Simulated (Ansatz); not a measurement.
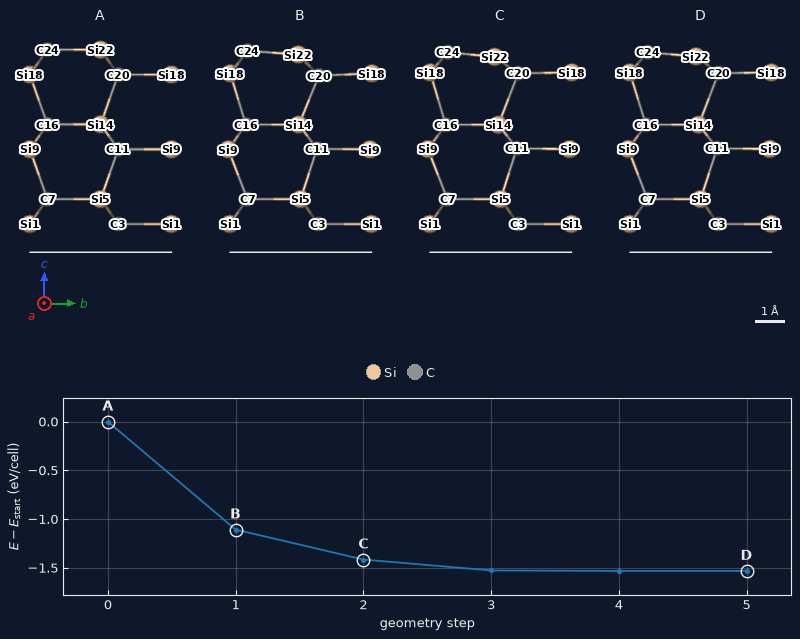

Frames of a constrained relaxation of a slab of composition SiC (cut from the P6_3mc phase), marked on the history of the run. The picture is a ball-and-stick view of the cell of the calculation, outlined in the plane, without the vacuum (origin shifted), seen along the a axis.

Case: lower part held, upper part relaxed from the bulk's places. The slab is the (1 0 0) face of SiC. 8 atoms are held fixed.

The calculation used Ansatz, DFT r2SCAN, scalar-relativistic, plane waves, PAW. Settings: plane-wave cutoff 500 eV; k-point mesh 5 × 5 × 1; occupations gaussian; smearing width 0.05 eV; no spin polarisation; dipole correction; atoms relaxed in a fixed cell; force threshold 0.02 eV/Å; at most 90 steps.

Describe the path.

The energy falls by 1.531 eV per cell of the calculation in 5 geometry steps. Largest force component: 2.7 eV/Å at the start, 0.007 eV/Å at the end. The largest moves, 0.29 Å, are those of Si atoms. Largest moves by element: Si 0.29 Å, C 0.09 Å. The cell stays as it was. Some distances before and after: C–Si 1.897 → 1.726 Å, C–Si 1.883 → 1.968 Å, C–Si 1.883 → 1.815 Å, C–Si 1.883 → 1.912 Å. Among the angles between lasting bonds that change: Si–C–Si 109.5° → 98.5°, C–Si–C 109.5° → 117.5°, C–Si–C 109.5° → 115.8°. The run took 7.3 min on 4 threads of AMD EPYC (Zen 3) (shared host), peak memory 2.6 GiB. From step 0 to 1: Si atoms move most (0.19 Å), energy −1.107 eV per cell of the calculation. From step 1 to 2: Si atoms move most (0.15 Å), energy −0.307 eV per cell of the calculation. From step 2 to 5: Si atoms move most (0.05 Å), energy −0.117 eV per cell of the calculation.

```tsv
step	E − E(0), meV/atom	largest force component, eV/Å
0	0.00	2.6650
1	-46.13	1.7308
2	-58.94	2.1146
3	-63.60	0.1864
4	-63.80	0.0311
5	-63.81	0.0070
```
